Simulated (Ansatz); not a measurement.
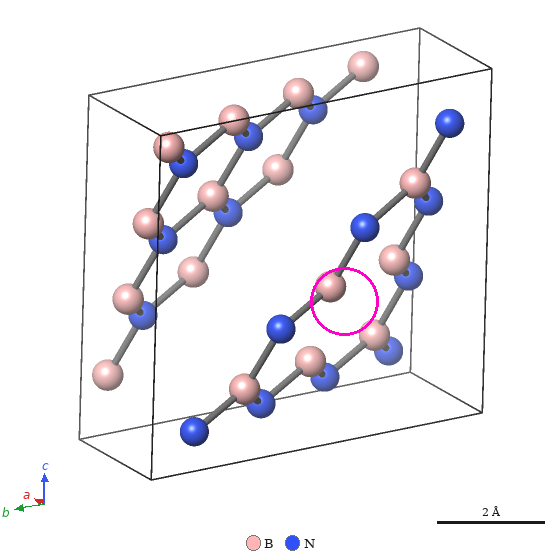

Crystal structure, ball-and-stick style, seen from a general direction. Thin lines show the supercell, with boundary atoms drawn in all their periodic places. The host is BN, in a cell of 32 sites, and the cell carries a charge of +2. A ring marks the defect's site.

### What defect is present?

A nitrogen vacancy. Around the empty site lie three B at about 1.4 Å.

Level of theory: DFT PBE+D3(BJ), scalar-relativistic, plane waves, PAW in Ansatz. Settings were plane waves up to 420 eV, k-point mesh 2×2×2, Gaussian smearing of 0.01 eV, collinear spins.

### Does the defect leave unpaired spin?

Yes, 1.0 μB in the cell.

The atoms were relaxed in the host's cell with Ansatz 0.2.0, DFT PBE+D3(BJ), scalar-relativistic, plane waves, PAW.
